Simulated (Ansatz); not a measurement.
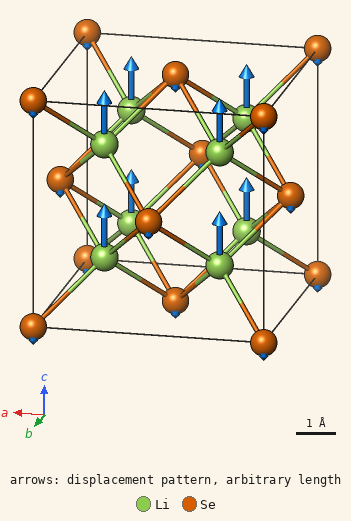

One vibrational mode of solid Li$_{2}$Se relaxed at −1 GPa at the zone centre. The blue arrows are the displacements of the atoms (eigenvector over the root of the mass), of arbitrary overall length and sign. Style: ball-and-stick. Shown: the conventional cell (4 times the calculation's cell), from a free direction. Lengths and directions refer to the drawn axes.

Theory: Ansatz 0.2.0, DFT PBE, scalar-relativistic, plane waves, PAW.

Input file:
```yaml
crystal:
  lattice:
    - [0.0, 3.0347256483, 3.0347256483]
    - [3.0347256483, 0.0, 3.0347256483]
    - [3.0347256483, 3.0347256483, 0.0]
  atoms:
    - { symbol: Li, position: [0.25, 0.25, 0.25] }
    - { symbol: Li, position: [0.75, 0.75, 0.75] }
    - { symbol: Se, position: [0.0, 0.0, 0.0] }
basis:
  ecutwfc: 420
kpoints:
  mp_grid: { grid: [8, 8, 8] }
hamiltonian:
  xc: pbe
scf:
  occupations: { method: fixed }
output:
  eigenvalues: true
phonons:
  method: dfpt
  dielectric: true
  rigid_motions: translations
  eigenvectors: true
```

Run as
```bash
ansatz run input.yaml --threads 1 --pin off --max-ram 1228MiB --backend cpu --events-out ev --progress --plain --runs-dir out
```

Frequencies are those without the non-analytic (LO–TO) term.

Q: Describe the mode and give its frequency.

A: This is the T₁u mode (triply degenerate; one member of the set is drawn) at 256 cm⁻¹, the lowest optical level, infrared-active by symmetry. The Li sublattice moves against the Se sublattice, along c; the kinetic energy is shared as Li 85 %, Se 15 %. Its infrared intensity is 22 (D/Å)²/amu for the set. The value is the transverse one; the longitudinal partner lies at 362 cm⁻¹.
